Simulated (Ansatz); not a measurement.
## Run report: BN, single-point calculation

- system: BN (F-43m, 2 atoms in the cell)
- method: DFT PBE, scalar-relativistic, plane waves, PAW, no spin polarisation (Ansatz 0.2.0)

The structure derives from a Materials Project entry. It belongs to a series of runs on one base structure; here: volume × 1.03.

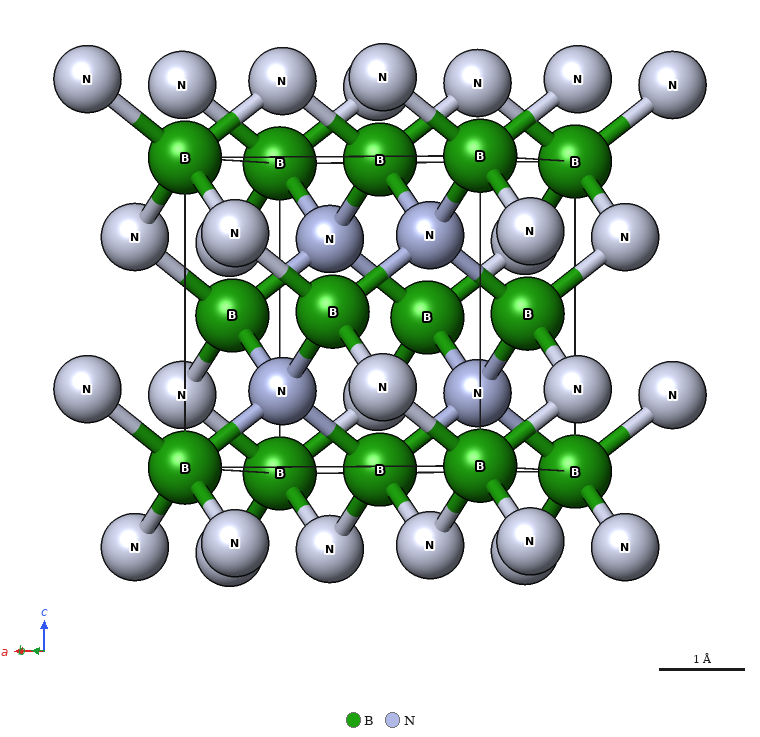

Fig. 1: The input geometry (ball-and-stick view of the cell 4 times as large as that of the calculation, set on its symmetry axes, seen at an oblique angle; neighbours outside the cell are drawn fainter).

## Results in brief

```json
{"quantity": "outcome", "value": "converged"}
{"quantity": "space group (tolerance 0.01 Å)", "value": "F-43m (216)"}
{"quantity": "electrons treated", "value": "8"}
{"quantity": "free energy", "value": "−542.2640 eV"}
{"quantity": "Fermi energy", "value": "12.799 eV"}
{"quantity": "gap on the k-point mesh", "value": "4.43 eV"}
{"quantity": "pressure", "value": "−10.39 GPa"}
{"quantity": "largest force (length of the vector)", "value": "under 0.001 eV/Å"}
{"quantity": "hardware", "value": "1 thread of Intel Xeon @ 2.50GHz (Skylake/Cascade Lake), 192 GiB of memory available, shared host"}
{"quantity": "wall time", "value": "1.6 s"}
{"quantity": "peak memory", "value": "0.32 GiB"}
```

The cell is under a tension of 10.4 GPa at this level, so it is not at its equilibrium volume.

## Input
```yaml
crystal:
  lattice:
    - [0.0, 1.8302937238, 1.8302937238]
    - [1.8302937238, 0.0, 1.8302937238]
    - [1.8302937238, 1.8302937238, 0.0]
  atoms:
    - { symbol: B, position: [0.0, 0.0, 0.0] }
    - { symbol: "N", position: [0.75, 0.75, 0.75] }
basis:
  ecutwfc: 420
kpoints:
  mp_grid: { grid: [12, 12, 12] }
hamiltonian:
  xc: pbe
scf:
  occupations: { method: gaussian, width: 0.02 }
output:
  forces: true
  stress: true
  eigenvalues: true
```

Launch command:
```bash
ansatz run input.yaml --threads 1 --pin off --max-ram 2560MiB --backend cpu --events-out ev --progress --plain --runs-dir out
```

## Output
```
Engine: ansatz 0.2.0, x86_64-unknown-linux-gnu
Pseudopotentials: kind: paw
Pseudopotential: B, paw, valence charge 3, recommended cutoff 420 eV (normal), B.paw.azcp
Pseudopotential: N, paw, valence charge 5, recommended cutoff 420 eV (normal), N.paw.azcp
Functional definition: PBE
  parameter kappa = 0.804
  parameter beta = 0.06672455060314922
  exchange = pbe_x(kappa = kappa, mu = beta*pi^2/3)
  correlation = pbe_c(beta = beta)
Crystal: 2 atoms, lattice volume = 12.263 Å³
Basis set: ecut = 420 eV, 259 PW (Γ), exchange–correlation on 36×36×36 points (8 copies of the dense FFT grid, shifted against one another)
Bands: 8, of which v1, the nominal top of the filled ones, is band 4 counted from 1 (3 counted from 0)
Symmetry: 24 space group operations
Space group: F-43m (ITA 216), of the structure as read, at distance tolerance 2.3e-5 Å
k-points: 72 of 1728 (time reversal used)
Non-local potential: B, projectors of the file, l = 0: 2, l = 1: 2, l = 2: 1
Non-local potential: N, projectors of the file, l = 0: 2, l = 1: 2, l = 2: 1
PAW form: soft (Blöchl's): semilocal exchange-correlation on the pseudo side does not see the compensation charge
PAW one-centre angular grid: B, 110 points (default); XC on 64 Gauss nodes
PAW one-centre angular grid: N, 110 points (default); XC on 64 Gauss nodes
Initial density: superposition of atomic densities (neutral atoms: chi_scale 0, normalization atom), corrected by the library's trained network
Initial wavefunctions: pseudopotential atomic-orbital guess
Functional: x = pbe(κ = 0.804, μ = 0.2195149727645171), c = pbe(β = 0.06672455060314922)
SCF iter   1: F=—  HF=-542.263934 eV  |F-HF|=—  |Δ(HF+E_count)|=         —  Δρ=1.83e-3  dr2=2.42e-4  ethr=1.77e-3  ⟨swp⟩=4.9  Hψ=3702  notcnv=0
preconditioner: auto → none  [insulator: Δε(μ)=4.439 eV  Ē_g=19.479 eV  σ=0.020 eV  W_gap=1.00  n_scr=0 (ndim 8)  ℏωp=30.0 eV  f_vac=0.000  D(μ)=0.00/eV (n_scr^D=0)  ε∞_Penn≈3.4]
SCF iter   2: F=—  HF=-542.264001 eV  |F-HF|=—  |Δ(HF+E_count)|=   6.74e-5  Δρ=9.05e-4  dr2=3.11e-5  ethr=3.03e-6  ⟨swp⟩=2.3  Hψ=1426  notcnv=0
SCF iter   3: F=—  HF=-542.264031 eV  |F-HF|=—  |Δ(HF+E_count)|=   3.00e-5  Δρ=4.32e-4  dr2=6.33e-6  ethr=3.88e-7  ⟨swp⟩=2.0  Hψ=773  notcnv=0
SCF iter   4: F=—  HF=-542.264044 eV  |F-HF|=—  |Δ(HF+E_count)|=   1.31e-5  Δρ=1.47e-4  dr2=6.94e-7  ethr=7.92e-8  ⟨swp⟩=2.0  Hψ=854  notcnv=0
iter 5 did not close the SCF: its close was put off for the readings that it lacked (scf_convergence_deferred on its scf_iter line)
SCF iter   5: F=-542.264046 eV  HF=-542.264046 eV  |F-HF|=6.86e-8  |Δ(HF+E_count)|=   1.82e-6  Δρ=2.79e-5  dr2=2.46e-8  ethr=8.68e-9  ⟨swp⟩=2.8  Hψ=902  notcnv=0
SCF iter   6: F=-542.264046 eV  HF=-542.264046 eV  |F-HF|=5.87e-10  |Δ(HF+E_count)|=   7.23e-8  Δρ=2.66e-6  dr2=2.44e-10  ethr=3.08e-10  ⟨swp⟩=2.1  Hψ=1913  notcnv=0
SCF 1 converged in 6 iterations: F = -542.264046 eV  dr2 = 2.44e-10
  greatest PAW one-centre occupation: 0.784 electrons in one spin orbital (limit 2), on the N atom at site 1 (counted from 0), in its partial waves of l = 0
SCF converged after 6 iterations
Free energy (F): -542.264046 eV
Harris-Foulkes:  -542.264046 eV  (|F-HF|=5.87e-10)
Internal energy: -542.264046 eV  (E = F + TS)
E sigma→0 (E₀):  -542.264046 eV
Fermi energy:    12.799210 eV
--- Per-component energies (eV) ---
  E_band       = 23.166171
  E_kinetic    = 183.418639
  E_local      = -178.998352  (includes V_loc(G=0)·N_el)
  E_nonlocal   = 56.283225
  E_hartree    = 50.088856
  E_xc         = -92.900092
  E_vxc        = -115.512279  (∫ρ·V_xc dr)
  E_paw        = -206.234948  (= ΣΔE_a)
  E_vpaw       = -22.202752  (= ΣTr[D̂ρ^β])
  E_aug_tail   = 0.000100  (compensation charges beyond the density's cutoff)
  E_ewald      = -353.921475
  E_smearing   = -0.000000  (= −TS)
  E_closure    = -0.000000  (closes the sum)
  Σ components = -542.264046   (vs F -542.264046, Δ=0.00e0)
--- Forces (eV/Å), atoms counted from 1 ---
  atom   1  B     -0.00000000     0.00000000     0.00000000
  atom   2  N      0.00000000     0.00000000    -0.00000000
  max |Σ_I F_I| component: 5.92e-16 eV/Å
--- Stress (GPa, compression-positive) ---
      -10.389192       0.000000      -0.000000
       -0.000000     -10.389192       0.000000
       -0.000000       0.000000     -10.389192
  P = ⅓ Tr σ = -10.3892 GPa (-103.892 kbar)
--- Band table (eV; the first three rows and the last of 72) ---
  k-point 0: bands = ["-9.2269", "10.5844", "10.5844", "10.5844", "19.2352", "19.2352", "19.2352", "20.3032"]
  k-point 1: bands = ["-9.0629", "9.6946", "10.4113", "10.4113", "19.3772", "19.4974", "19.4974", "20.9119"]
  k-point 2: bands = ["-8.5777", "7.6503", "9.9891", "9.9891", "19.5972", "20.1096", "20.1096", "22.2885"]
  k-point 71: bands = ["-3.5872", "3.1572", "3.8976", "4.3398", "20.0269", "23.4311", "24.6621", "24.8615"]
```
